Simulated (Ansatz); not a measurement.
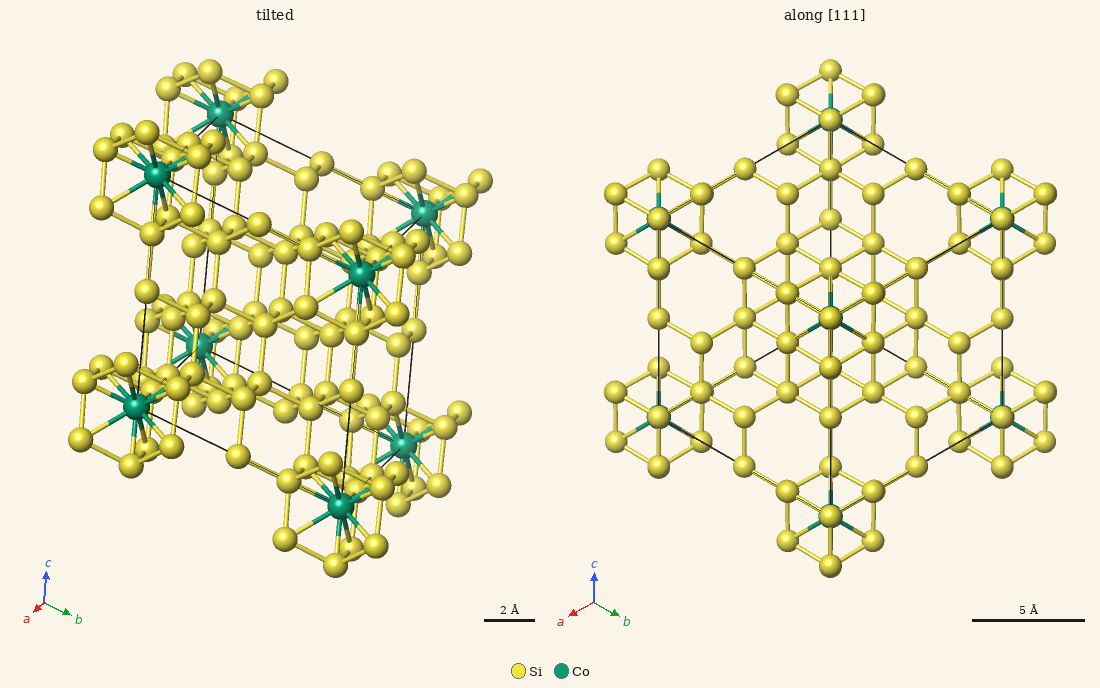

We look at a ball-and-stick model of the crystal slightly off an axis and along [111]. The parallelepiped is the simulation cell. A few atoms beyond the faces are included.

Describe this structure.

Formula: CoSi$_{32}$. In the cell are 1 Co, 32 Si, which makes 1 formula unit. Each Co atom is coordinated by ten Si at about 2.4 to 2.7 Å. The bonds build a three-dimensional framework.

The initial geometry was a structure listed in the Materials Project, repeated into a supercell with a point defect put in. The cell was then strained or its atoms displaced on purpose. The atoms were relaxed in a fixed cell with Ansatz 0.2.0, DFT PBEsol, scalar-relativistic, plane waves, PAW.
